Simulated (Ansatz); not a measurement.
**Energy of WSi$_{2}$ along an even scaling of the cell**

System: WSi$_{2}$ (I4/mmm, 3 atoms in the cell).
Method: Kohn-Sham DFT of a periodic cell, PBE, Ansatz PAW, no spin polarisation (Ansatz 0.2.0).

The 5 runs differ only in the geometry, by an even scaling of the cell at fixed fractional positions. The structure derives from an entry of the Crystallography Open Database.

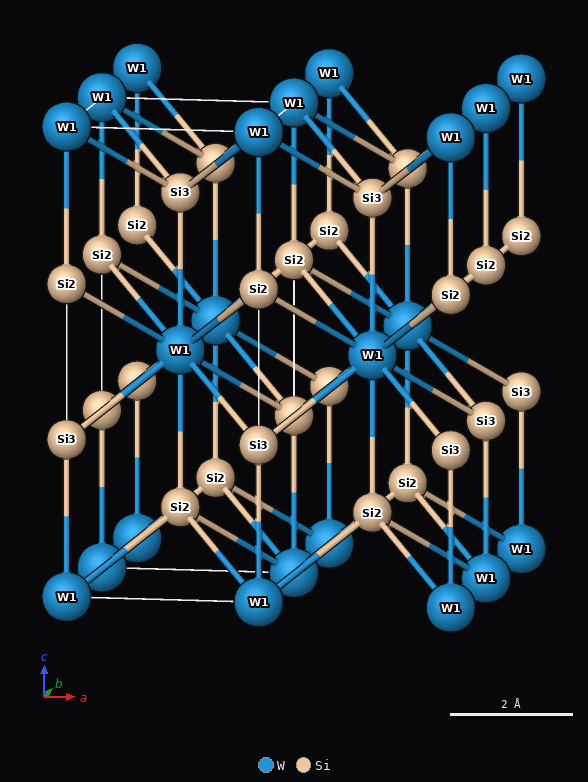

Figure 1. The structure of run 3 (ball-and-stick view of the cell 2 times as large as that of the calculation, set on its symmetry axes, repeated 2 × 2 × 1, seen slightly off an axis; atoms are numbered from 1 in the order of the input).

## Input of run 3
```yaml
crystal:
  lattice:
    - [-1.6069, 1.6069, 3.91495]
    - [1.6069, -1.6069, 3.91495]
    - [1.6069, 1.6069, -3.91495]
  atoms:
    - { symbol: W, position: [0.0, 0.0, 0.0] }
    - { symbol: Si, position: [0.6653, 0.6653, 0.0] }
    - { symbol: Si, position: [0.3347, 0.3347, 0.0] }
hamiltonian:
  xc: pbe
  pseudopotentials: { kind: paw }
kpoints:
  mp_grid: { grid: [12, 12, 12] }
scf:
  occupations: { method: fermi_dirac, width: 0.05 }
output:
  forces: true
  stress: true
  eigenvalues: true
```

Command:
```bash
ansatz run input.yaml --threads 2 --pin off --max-ram 5120MiB --backend cpu --events-out ev --progress --plain --runs-dir out
```

Lattice vectors (Å) and fractional positions of run 3:
```
  -1.606900    1.606900    3.914950
   1.606900   -1.606900    3.914950
   1.606900    1.606900   -3.914950
W   0.000000  0.000000  0.000000
Si  0.665300  0.665300  0.000000
Si  0.334700  0.334700  0.000000
```

Run 4 differs from it as follows:
```diff
-    - [-1.6069, 1.6069, 3.91495]
-    - [1.6069, -1.6069, 3.91495]
-    - [1.6069, 1.6069, -3.91495]
+    - [-1.617542032, 1.617542032, 3.9408775768]
+    - [1.617542032, -1.617542032, 3.9408775768]
+    - [1.617542032, 1.617542032, -3.9408775768]
```

## Results, with one run withheld

| run | volume per atom (Å³) | free energy per atom, from the lowest run given (meV) | pressure (GPa) |
| --- | --- | --- | --- |
| 1 | 12.939 | 28.10 | 13.78 |
| 2 | 13.209 | 9.64 | 8.26 |
| 3 | 13.479 | 0.00 | 3.29 |
| 4 | 13.748 | ? | ? |
| 5 | 14.287 | 15.53 | −8.80 |

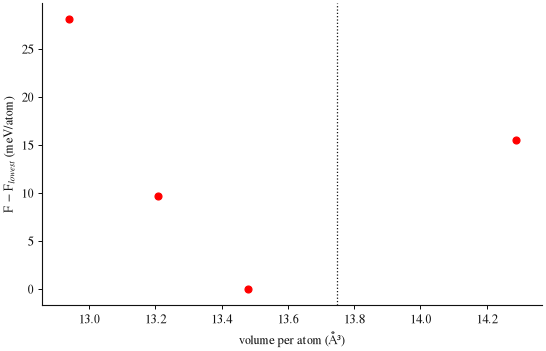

Figure 2. Free energy per atom of the runs given; the dotted line marks run 4.

Fit the runs given and predict run 4.

A quadratic polynomial in V^(−2/3) (the Birch–Murnaghan form), fitted to the 4 runs given, misses them by at most 0.02 meV per atom. With x = V^(−2/3) − 0.17670 Å⁻², it reads F = 0.32858 + 2558.5 x + 6.9598e+05 x² (meV per atom). At run 4 it gives −1.76 meV per atom, and the run itself gives −1.71. The slope of the fit gives a pressure −dF/dV of −1.15 GPa there, and the run prints −1.18 GPa. The fit has its minimum at 13.676 Å³ per atom, where V d²F/dV² gives 222 GPa. Cell shape and fractional positions are held, so this is the stiffness under even scaling; the relaxed bulk modulus wasn't computed.

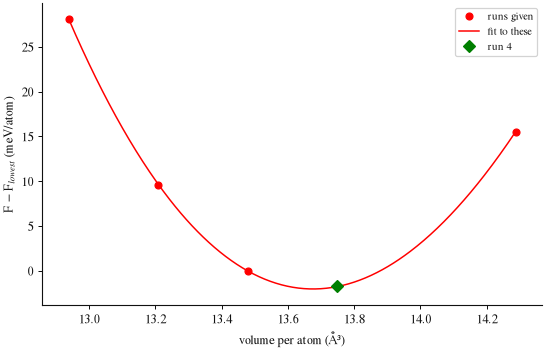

Figure 3. The fit and the withheld run.

## Output, shortened to warnings, some set-up lines, iterations and results (run 4)
```
Basis set: ecut = 420 eV, 833 PW (Γ), exchange–correlation on 64×64×64 points (8 copies of the dense FFT grid, shifted against one another)
Symmetry: 16 space group operations
k-points: 163 of 1728
Initial density: superposition of atomic densities (neutral atoms: chi_scale 0, normalization atom), corrected by the library's trained network
[...]
SCF iter   1: F=—  HF=-11657.460363 eV  |F-HF|=—  |Δ(HF+E_count)|=         —  Δρ=3.42e-3  dr2=1.96e-3  ethr=1.77e-3  ⟨swp⟩=5.4  Hψ=14276  notcnv=0
SCF iter   2: F=—  HF=-11657.460735 eV  |F-HF|=—  |Δ(HF+E_count)|=   3.72e-4  Δρ=1.96e-3  dr2=7.62e-4  ethr=8.92e-6  ⟨swp⟩=1.1  Hψ=3762  notcnv=0
SCF iter   3: F=—  HF=-11657.460867 eV  |F-HF|=—  |Δ(HF+E_count)|=   1.32e-4  Δρ=1.96e-4  dr2=2.07e-5  ethr=3.46e-6  ⟨swp⟩=2.5  Hψ=3478  notcnv=0
SCF iter   4: F=—  HF=-11657.460868 eV  |F-HF|=—  |Δ(HF+E_count)|=   5.55e-7  Δρ=8.35e-5  dr2=2.03e-6  ethr=9.41e-8  ⟨swp⟩=2.4  Hψ=3399  notcnv=0
SCF iter   5: F=—  HF=-11657.460868 eV  |F-HF|=—  |Δ(HF+E_count)|=   2.46e-9  Δρ=1.39e-5  dr2=1.12e-7  ethr=9.23e-9  ⟨swp⟩=2.0  Hψ=3436  notcnv=0
SCF iter   6: F=-11657.460868 eV  HF=-11657.460868 eV  |F-HF|=1.18e-9  |Δ(HF+E_count)|=   1.15e-8  Δρ=2.69e-6  dr2=3.16e-9  ethr=4.55e-10  ⟨swp⟩=4.1  Hψ=8032  notcnv=0
SCF 1 converged in 6 iterations: F = -11657.460868 eV  dr2 = 3.16e-9
SCF converged after 6 iterations
Free energy (F): -11657.460868 eV
Harris-Foulkes:  -11657.460868 eV  (|F-HF|=1.18e-9)
Internal energy: -11657.458830 eV  (E = F + TS)
E sigma→0 (E₀):  -11657.459849 eV
Entropy (-TS):   -0.002038 eV (-0.679 meV/atom)
Fermi energy:    16.379763 eV
--- Per-component energies (eV) ---
  E_band       = -87.763710
  E_kinetic    = 539.591326
  E_local      = -959.850338  (includes V_loc(G=0)·N_el)
  E_nonlocal   = 50.423098
  E_hartree    = 375.157724
  E_xc         = -381.306410
  E_vxc        = -337.775823  (∫ρ·V_xc dr)
  E_paw        = -9588.205568  (= ΣΔE_a)
  E_vpaw       = -130.468683  (= ΣTr[D̂ρ^β])
  E_aug_tail   = -0.000062  (compensation charges beyond the density's cutoff)
  E_ewald      = -1693.268599
  E_smearing   = -0.002038  (= −TS)
  E_closure    = -0.000000  (closes the sum)
  Σ components = -11657.460868   (vs F -11657.460868, Δ=0.00e0)
--- Forces (eV/Å), atoms counted from 1 ---
  atom   1  W      0.00000000     0.00000000    -0.00000000
  atom   2  Si     0.00000000     0.00000000     0.02229752
  atom   3  Si     0.00000000     0.00000000    -0.02229752
  max |Σ_I F_I| component: 6.25e-17 eV/Å
--- Stress (GPa, compression-positive) ---
       -1.181995      -0.000000       0.000000
       -0.000000      -1.181995       0.000000
       -0.000000      -0.000000      -1.171319
  P = ⅓ Tr σ = -1.1784 GPa (-11.784 kbar)
```

Notes: Spin–orbit coupling is left out, which matters for W.
